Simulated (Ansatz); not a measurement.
Rh: several calculations on one system

## 1. Relaxation

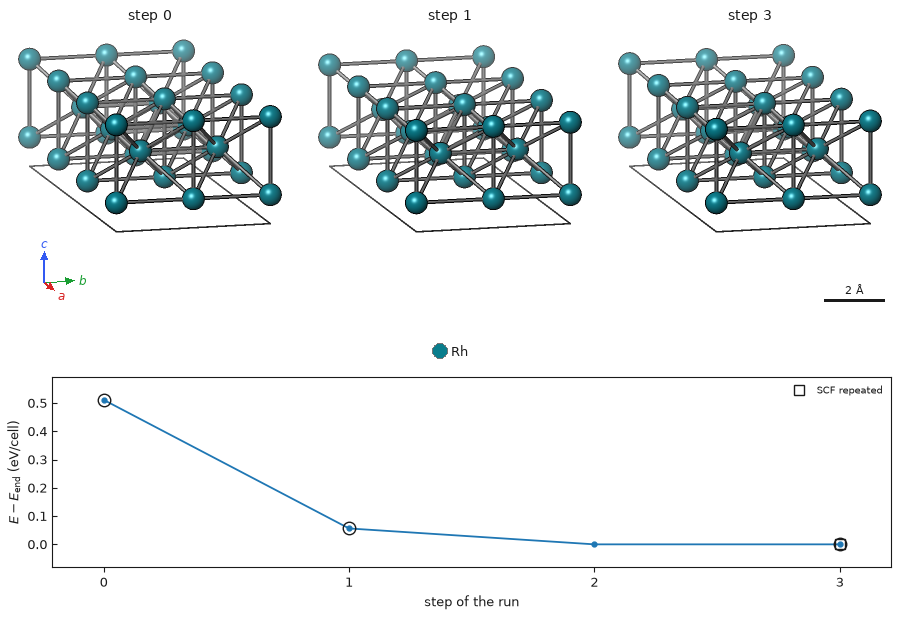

Frames of a constrained relaxation of a slab of composition Rh, marked on the history of the run. Style: ball-and-stick. Shown: the cell of the calculation, outlined in the plane, without the vacuum, slightly off an axis.

The run prepares the start of a later molecular dynamics calculation, from a guessed geometry. 6 atoms are held fixed.

Level of theory: Ansatz 0.2.0, DFT PBE, scalar-relativistic, plane waves, PAW. (plane-wave cutoff 420 eV; k-point mesh 1 × 2 × 1; occupations fermi dirac; smearing width 0.1 eV; no spin polarisation; atoms relaxed in a fixed cell; force threshold 0.08 eV/Å; at most 25 steps)

### Describe the path.

The largest moves, 0.15 Å, are those of Rh atoms. The lattice vectors keep their values. Among the contacts that change: Rh–Rh 2.687 → 2.534 Å, Rh–Rh 2.687 → 2.651 Å. Over 2 accepted moves (3 points after the start) the energy falls by 0.511 eV per cell of the calculation. The largest force component goes from 1 to 0.021 eV/Å. 1 step only repeated the SCF at the same geometry. Cost: 25 s on 2 threads of Intel(R) Xeon(R) Platinum 8488C (Sapphire Rapids), on a shared host, peak memory 1.6 GiB. From step 0 to 1: Rh atoms move most (0.20 Å), energy −0.455 eV per cell of the calculation. From step 1 to 3: Rh atoms move most (0.04 Å), energy −56.3 meV per cell of the calculation.

Limits of the set-up: the k-point mesh is coarse for a cell with partly filled bands; the program's low-accuracy preset was used.

## 2. Dynamics

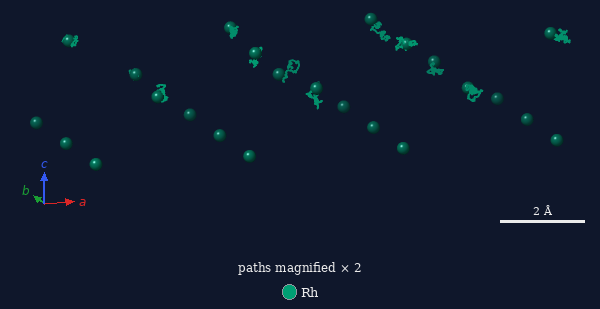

A Born-Oppenheimer molecular dynamics run of a slab of Rh(110) (18 atoms in the cell), 600 fs long. It starts from the last geometry of an earlier run, with fresh velocities. Lines trace each atom's path, in the colour of its element; spheres stand at the starting positions. The excursions are magnified 2 times. Fixed atoms have no trace. Seen slightly off an axis in the simulation cell, with the vacuum cut short.

Computed with DFT PBE, scalar-relativistic, plane waves, PAW (Ansatz 0.2.0). Run with plane-wave cutoff 420 eV; k-point mesh 1 × 2 × 1; Fermi-Dirac smearing 0.1 eV; low-accuracy preset; 6 atoms held fixed; Langevin thermostat (NVT); set temperature 1050 K; time step 3 fs; friction 0.5 per fs.

The input:
```yaml
accuracy: low
crystal:
  lattice:
    - [11.4, 0.0, 0.0]
    - [0.0, 5.374012, 0.0]
    - [0.0, 0.0, 13.687006]
  atoms:
    - { symbol: Rh, position: [0.0, 0.0, 0.073062] }
    - { symbol: Rh, position: [0.33333333, 0.0, 0.073062] }
    - { symbol: Rh, position: [0.66666667, 0.0, 0.073062] }
    - { symbol: Rh, position: [0.0, 0.5, 0.073062] }
    - { symbol: Rh, position: [0.33333333, 0.5, 0.073062] }
    - { symbol: Rh, position: [0.66666667, 0.5, 0.073062] }
    - { symbol: Rh, position: [0.1656636, 0.2444173, 0.16760646] }
    - { symbol: Rh, position: [0.51470065, 0.28054743, 0.16530325] }
    - { symbol: Rh, position: [0.84161267, 0.26600326, 0.15310565] }
    - { symbol: Rh, position: [0.18145989, 0.73383054, 0.17067435] }
    - { symbol: Rh, position: [0.49645381, 0.76907487, 0.15492823] }
    - { symbol: Rh, position: [0.83330043, 0.7701178, 0.16278505] }
    - { symbol: Rh, position: [-0.00961829, 0.03083305, 0.26089252] }
    - { symbol: Rh, position: [0.34650764, 0.00526123, 0.25506314] }
    - { symbol: Rh, position: [0.67706061, 0.02644995, 0.25563958] }
    - { symbol: Rh, position: [0.00869012, 0.52362385, 0.25330309] }
    - { symbol: Rh, position: [0.35837268, 0.51567266, 0.26229859] }
    - { symbol: Rh, position: [0.66888173, 0.55969051, 0.26087106] }
basis:
  ecutwfc: 420.0
kpoints:
  mp_grid: { grid: [1, 2, 1] }
hamiltonian:
  xc: pbe
scf:
  occupations: { method: fermi_dirac, width: 0.1 }
  lower_state_search: "off"
  max_iter: 73
md:
  timestep: 3
  n_steps: 200
  ensemble: nvt_langevin
  temperature: 1050.0
  initial_velocities: maxwell_boltzmann
  seed: 644056
  friction: 0.5
  constraints: [{ sites: [0, 1, 2, 3, 4, 5] }]
```

Command:
```bash
ansatz run input.yaml --threads 2 --pin off --max-ram 5120MiB --backend cpu --events-out ev --progress --plain --runs-dir out
```

### How do the atoms move?

Root-mean-square distances from the starting positions over the second half, with the common drift of all atoms taken out: Rh 0.16 Å. That is small against the typical shortest distance between atoms in the first frame, about 2.5 Å: the atoms vibrate about their sites and the arrangement holds. Over the second half the temperature averages 1038 K (spread ±244 K). The potential energy is still drifting at the end, so the run hasn't reached equilibrium. The potential energy in the second half lies on average 19.0 meV per atom above the first frame. The friction is so strong that the slow modes are overdamped, and the motion no longer resembles free dynamics.

Limits of the set-up: the k-point mesh is coarse for a cell with partly filled bands; the program's low-accuracy preset was used.

## 3. Energy conservation

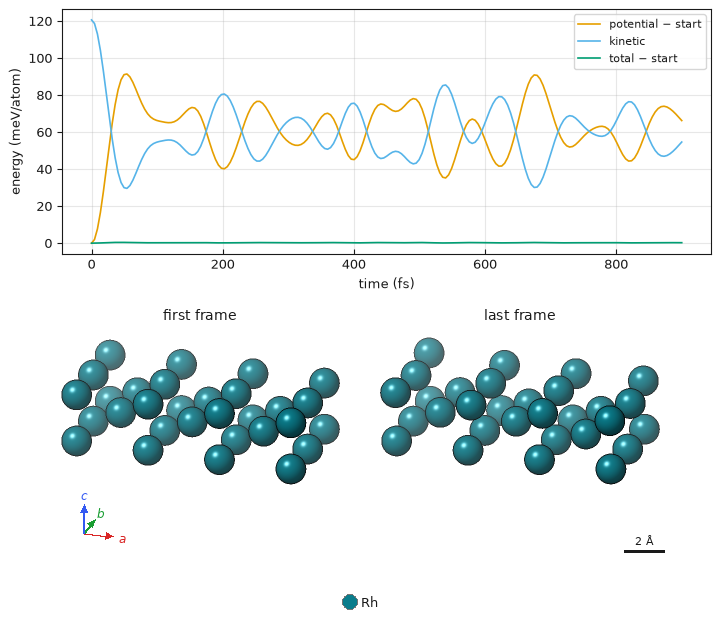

A Born-Oppenheimer molecular dynamics run of a slab of Rh(110) (18 atoms in the cell), 900 fs long. The picture is a spheres-only view of the simulation cell, with the vacuum cut short, seen from a free direction.

Level of theory: DFT PBE, scalar-relativistic, plane waves, PAW in Ansatz 0.2.0. Run with plane-wave cutoff 420 eV; k-point mesh 1 × 2 × 1; Fermi-Dirac smearing 0.1 eV; low-accuracy preset; 6 atoms held fixed; constant energy (NVE); velocities drawn for 1400 K; time step 4.5 fs.

Question: How well is the energy conserved, and can the run be trusted?

Answer: The total energy stays between 0 and 0.43 meV per atom of its start. A straight-line fit has a slope that amounts to +0.00076 meV per atom over 900 fs (under 0.1 % of the mean kinetic energy), its mean offset in the second half is 0.4 %, and the ripple about the line is 0.5 % of the kinetic energy's fluctuation. With a drift under 2 % and a ripple under 7 %, the integration is accurate. Over the second half the temperature averages 688 K (spread ±153 K). The first frame carries almost no forces, so kinetic energy first flows into potential energy: the temperature drops from 1400 to 344 K within 54 fs, and without a thermostat its mean stays below the start. The potential energy in the second half lies on average 61.6 meV per atom above the first frame.

Limits of the set-up: the k-point mesh is coarse for a cell with partly filled bands; the program's low-accuracy preset was used.
